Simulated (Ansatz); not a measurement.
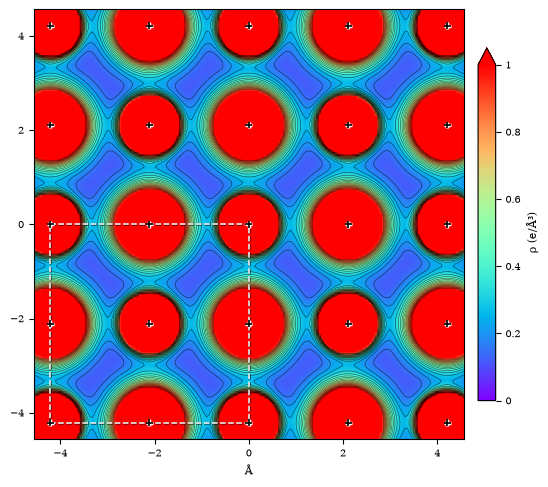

The valence electron density on a plane through atoms (crosses mark nuclei in the plane).

Method: Ansatz, DFT PBEsol, scalar-relativistic, plane waves, PAW.

Candidates:
A. CdTe (slab), a = 4.59 Å, b = 6.49 Å, c = 26.47 Å, α = 90.00°, β = 90.00°, γ = 90.00°. Not relaxed (largest force 1.1 eV/Å).
B. MgO, a = 4.21 Å, b = 4.21 Å, c = 4.21 Å, α = 90.00°, β = 90.00°, γ = 90.00°. Space group Fm-3m.

**Which system is this?**

Candidate B: MgO on the (010) plane of the conventional cell, which holds Mg and O. Mg–O (2.11 Å): ρ at the midpoint is about 0.34 e/Å³.
